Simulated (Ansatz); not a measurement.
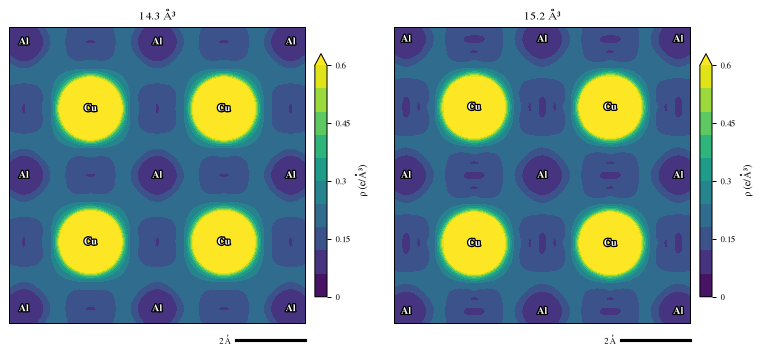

Al3Cu. The valence electron density of cells scaled evenly to different volumes (given per atom above each panel), on the (010) plane of each (indices in the axes of the cell below), at one length scale and on one colour scale.

A structure from a database of computed crystals, not necessarily the ambient phase; computed without spin polarisation.

These are results of Ansatz, DFT PBEsol, scalar-relativistic, plane waves, PAW, not measurements.

Core electrons are frozen (PAW), and the valence fields are smoothed inside the atomic spheres.

The largest cell:

```yaml
crystal:
  lattice:
    - [3.93089, 0.00000, 0.00000]
    - [0.00000, 3.93089, 0.00000]
    - [0.00000, 0.00000, 3.93089]
  atoms:
    - { symbol: Al, position: [0.00000, 0.50000, 0.50000] }
    - { symbol: Al, position: [0.50000, 0.00000, 0.50000] }
    - { symbol: Al, position: [0.50000, 0.50000, 0.00000] }
    - { symbol: Cu, position: [0.00000, 0.00000, 0.00000] }
```

| volume (Å³/atom) | Al–Cu contact in the plane (Å) | ρ at its midpoint (e/Å³) | pressure (GPa) | 
| --- | --- | --- | --- |
| 14.30 | 2.725 | 0.231 | 3.3 | 
| 14.74 | 2.752 | ? | ? | 
| 15.18 | 2.780 | 0.213 | −2.8 | 

Estimate the missing row, and compare with the calculation.

Answer. Over the known rows ln ρ falls by 1.48 per Å of Al–Cu distance (the line through the two), which gives 0.222 e/Å³ at 2.752 Å; the calculation gives 0.221 e/Å³. For the pressure, a straight line in volume between the neighbouring rows gives 0.3 GPa; the calculation gives 0.0.
